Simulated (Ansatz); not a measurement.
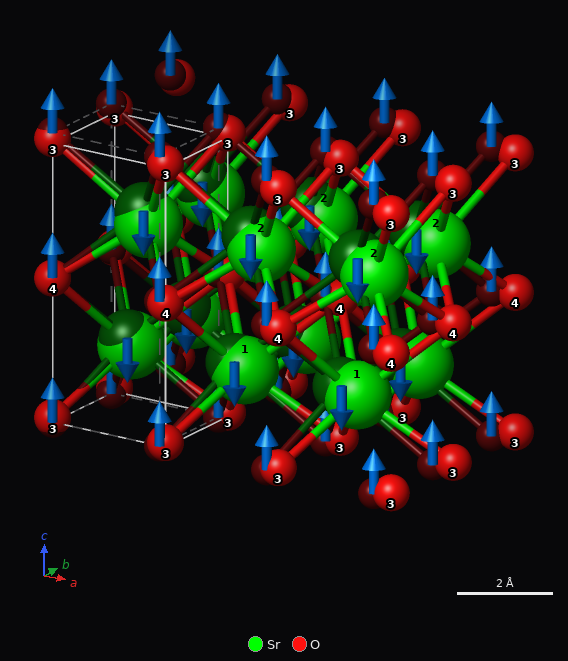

A symmetric starting cell of SrO, drawn pale, and a changed version of it, drawn solid. The blue arrows show how the atoms are displaced (without the part that the change of the cell carries along), magnified 10 times. Besides, the cell is strained by −3.6 % along c and +5.4 % across it (volume +7.1 %). The picture is a ball-and-stick view of the cell of the calculation, repeated 3 × 2 × 1 with one cell outlined, seen slightly off an axis.

These are results of DFT PBE, scalar-relativistic, plane waves, PAW in Ansatz, not measurements. Settings: plane-wave cutoff 420 eV; k-point mesh 9 × 9 × 6; occupations gaussian; smearing width 0.02 eV; no spin polarisation.

How are the atoms displaced, and what does the calculation give?

Atoms are displaced by 0.10 Å relative to the cell: O4 0.10 Å along +c, Sr1 0.10 Å along −c. No relaxation follows. The starting cell wasn't computed here and needn't be at equilibrium, so pressure and forces aren't due to the change alone. Near-neighbour distances before and after: O–Sr 2.574 → 2.526 to 2.745 Å. The space group (tolerance 0.01 Å) goes from P6_3/mmc (No. 194) to P6_3mc (No. 186). The pressure is −2.4 GPa (not all of it need come from the change, since the unchanged cell can be under pressure at this level too). The principal stresses (compression positive) are 6.6 GPa along c and −6.9 GPa across it. The largest forces, 0.31 eV/Å, act on Sr1, Sr2, O3 and O4; on Sr1 it points along +c. The forces point straight back along the displacements (cosine −1.00).
